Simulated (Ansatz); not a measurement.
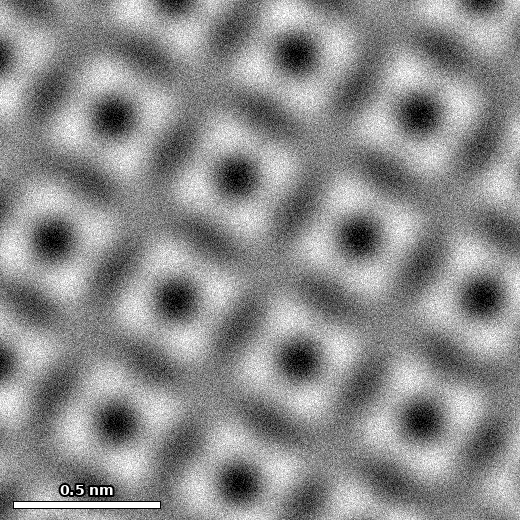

Phase-contrast TEM-like image of Cu (Pm-3n, No. 223) along [001]. Simulated in the weak-phase-object approximation with neutral-atom potentials: 300 kV, Cs = 1.20 mm, defocus −583 Å (negative is underfocus), defocus spread 30 Å, aperture 0.49 1/Å. Shot noise was added. Atomic positions: the end point of a relaxation with Ansatz 0.2.0, DFT, RPBE, plane waves (420 eV) with PAW, scalar-relativistic; the starting structure was generated, so it need not be a known form of this composition.

**What point resolution do these settings give, and which lattice spacings pass?**

About 2.0 Å (0.66 |Cs|^(1/4) λ^(3/4) with λ = 0.0197 Å). The spacings that carry visible contrast are {200} at 2.34 Å, {210} at 2.09 Å. Columns 1.17 Å apart are closer than that and merge.

**Do the atom columns appear dark or bright, and why?**

Dark. With positive Cs and underfocus sin χ is negative over the pass band, so the strongest columns (Cu) come out darker than the background.
